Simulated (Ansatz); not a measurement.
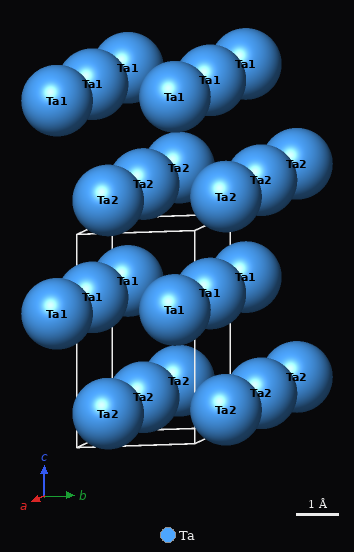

The starting point is a symmetric starting cell of Ta. Style: spheres-only. Shown: the cell of the calculation, repeated 3 × 2 × 2 with one cell outlined, slightly off an axis.

Computed with Ansatz, DFT PBE, scalar-relativistic, plane waves, PAW. (plane-wave cutoff 420 eV; k-point mesh 15 × 15 × 8; occupations gaussian; smearing width 0.1 eV; no spin polarisation)

Change: Atoms are displaced by 0.05 Å: Ta1 0.05 Å along +c. No relaxation follows. The starting cell wasn't computed here and needn't be at equilibrium, so pressure and forces aren't due to the change alone.

### What is the effect?

The pressure is −0.2 GPa (not all of it need come from the change, since the unchanged cell can be under pressure at this level too). The principal stresses (compression positive) are −0.5 GPa along c and −0.1 GPa across it. The largest forces, 1 eV/Å, act on Ta1 and Ta2; on Ta1 it points along −c. The forces point straight back along the displacements (cosine −1.00). Near-neighbour distances before and after: Ta–Ta 3.078 → 3.003 to 3.154 Å. The space group (tolerance 0.01 Å) goes from P6_3/mmc (No. 194) to P-3m1 (No. 164).
